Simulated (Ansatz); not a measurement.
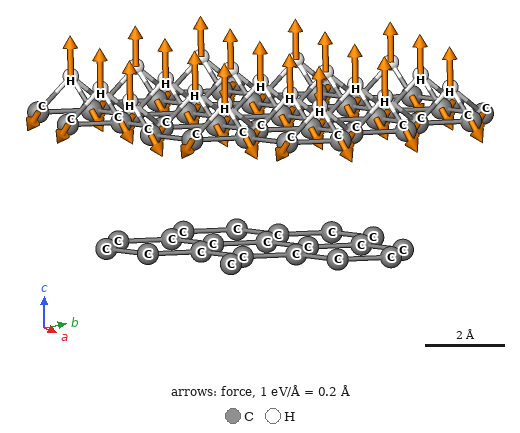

Starting geometry of a slab of composition HC$_{10}$ (cut from the Fmmm phase) with the computed forces as orange arrows. Style: ball-and-stick. Shown: the atoms within 5.8 Å of the atom that moves most (axes of the 3 × 3 repeat of the cell, outlined in the plane, without the vacuum), slightly off an axis.

Case: H put at a bridge C-C site. The slab is the (0 0 1) face of C with H on it. 4 atoms are held fixed.

Computed with DFT PBE+D3(BJ), scalar-relativistic, plane waves, PAW in Ansatz 0.2.0.

Input file:
```yaml
crystal:
  lattice:
    - [2.4655379968, 0.0, 0.0]
    - [-1.2327689984, 2.1341461181, 0.0]
    - [0.0, 0.0, 32.5979680033]
  atoms:
    - { symbol: C, position: [0.0833101796, 0.1666203592, 0.2607524494] }
    - { symbol: C, position: [0.4166898204, 0.8333796408, 0.2607524494] }
    - { symbol: C, position: [0.5833101796, 0.1666203592, 0.3650391026] }
    - { symbol: C, position: [0.9166898204, 0.8333796408, 0.3650391026] }
    - { symbol: C, position: [0.0833101796, 0.1666203592, 0.4693232413] }
    - { symbol: C, position: [0.4166898204, 0.8333796408, 0.4693232413] }
    - { symbol: C, position: [0.5833101796, 0.1666203592, 0.5736098945] }
    - { symbol: C, position: [0.9166898204, 0.8333796408, 0.5736098945] }
    - { symbol: C, position: [0.0833101796, 0.1666203592, 0.6778940332] }
    - { symbol: C, position: [0.4166898204, 0.8333796408, 0.6778940332] }
    - { symbol: H, position: [0.0833101796, 0.6666203592, 0.7024354401] }
basis:
  ecutwfc: 420
kpoints:
  mp_grid: { grid: [12, 12, 1] }
hamiltonian:
  xc: pbe
  dispersion: d3bj
scf:
  occupations: { method: gaussian, width: 0.1 }
output:
  forces: true
  eigenvalues: true
  write_density: true
  write_potential: true
  elf: true
  volumetric_format: npy
relax:
  adjacent_minimum: "off"
  f_tol: 0.03
  max_steps: 70
  constraints: [{ sites: [0, 1, 2, 3] }]
efield:
  axis: 3
  dipole_correction: true
  ramp_width: 0.04
```

Launched with:
```bash
ansatz run input.yaml --threads 1 --pin off --max-ram 2560MiB --backend cpu --events-out ev --progress --plain --runs-dir out
```

What follows when this structure is relaxed?

It isn't relaxed: the largest force vector, on H11, is 5.27 eV/Å. The final displacements have little in common with the starting forces (cosine between the two patterns 0.29). After 10 accepted moves (12 points after the start) the energy has fallen by 1.758 eV per cell of the calculation. The largest force component goes from 5.3 to 0.0075 eV/Å. 2 steps only repeated the SCF at the same geometry. The forces were under the threshold at step 7, but the run went on from there. The atom that moves furthest is H11 (0.74 Å at 78° to the normal (+c side)). Largest moves by element: H 0.74 Å, C 0.58 Å. The cell doesn't change. Among the contacts that change: C9–H11 1.469 → 2.026 Å, C10–H11 1.071 → 1.174 Å, C9–C10 1.423 → 1.448 Å. Bond angles that change, for instance: C9–C10–H11 131.7° → 100.5°, C9–C10–H11 70.6° → 100.7°, C10–C9–C10 120.0° → 116.7°. The run may lie on a higher electronic state than the lowest, so the end point isn't shown to be the ground-state structure. Cost: 5 min on 1 thread of Intel(R) Xeon(R) 6975P-C (Granite Rapids), with other jobs on the host, peak memory 0.66 GiB.

Limits of the set-up: the periodic images lie only 2.5 Å apart, so the values are limited by the cell's size.
